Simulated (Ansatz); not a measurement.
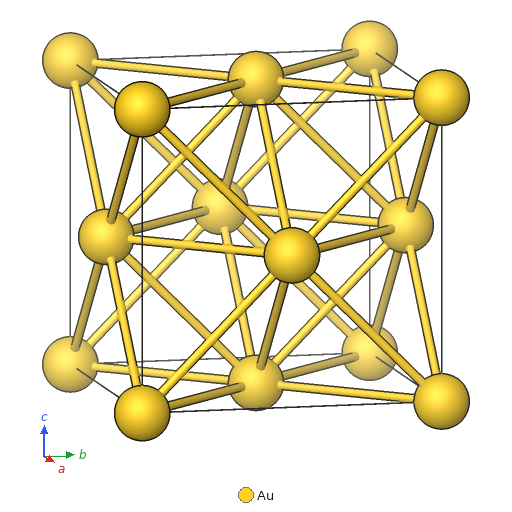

System: Au, space group Fm-3m (No. 225). The picture shows the conventional cell.

Starting cell:
```
CELL_PARAMETERS angstrom
0.00000 2.04550 2.04550
2.04550 0.00000 2.04550
2.04550 2.04550 0.00000
ATOMIC_POSITIONS crystal
Au 0.00000 0.00000 0.00000
```

Computed with Ansatz 0.2.0: periodic Kohn-Sham DFT of a crystal at fixed atoms, scaled to the stated factor times the given cell; pressure positive in compression, energy less spherical unpolarised free atoms. Level: PBE, no spin-orbit coupling.

- method: all-electron LAPW
- relativity: scalar
- k mesh: 14×14×14
- occupations: Fermi–Dirac
- smearing width: 0.08 eV
- basis error target: 0.25 (meV/atom)
- nucleus: Gaussian

V(given) is 17.12 Å³/atom.

Describe the result: the energy less free atoms and pressure against V/V(given). The V/V(given) takes the values 0.941, 0.980, 1.000, 1.020, 1.060.

The energy less free atoms falls from −3.1161 eV/atom at V/V(given) 0.941 to −3.2245 eV/atom at 1.060. The pressure falls from 21.3 GPa at V/V(given) 0.941 to −1.3 GPa at 1.060, and changes sign near 1.051. The volume at zero pressure from a fit of the pressures is 18 Å³/atom. The bulk modulus from that fit is 137 GPa.

| V/V(given) | energy less free atoms (eV/atom) | pressure (GPa) |
| --- | --- | --- |
| 0.941 | −3.1161 | 21.3 |
| 0.980 | −3.1849 | 11.8 |
| 1.000 | −3.2058 | 7.8 |
| 1.020 | −3.2186 | 4.3 |
| 1.060 | −3.2245 | −1.3 |

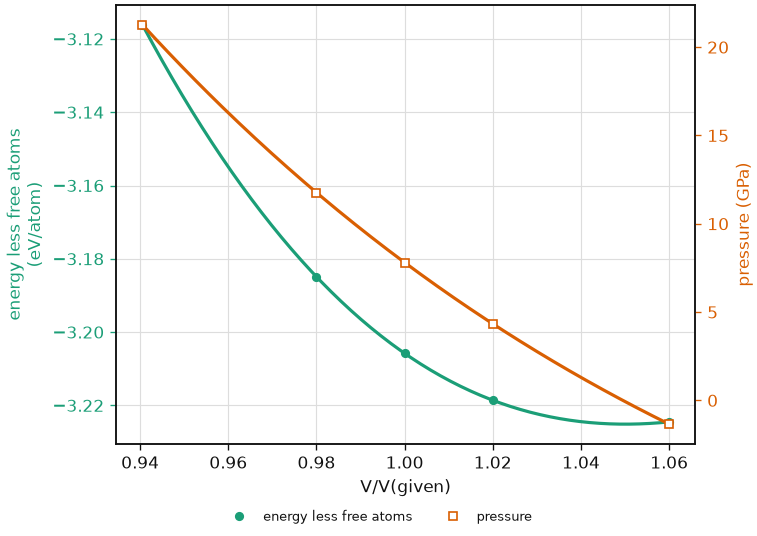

Limits of the calculation: no spin-orbit coupling on heavy atoms.
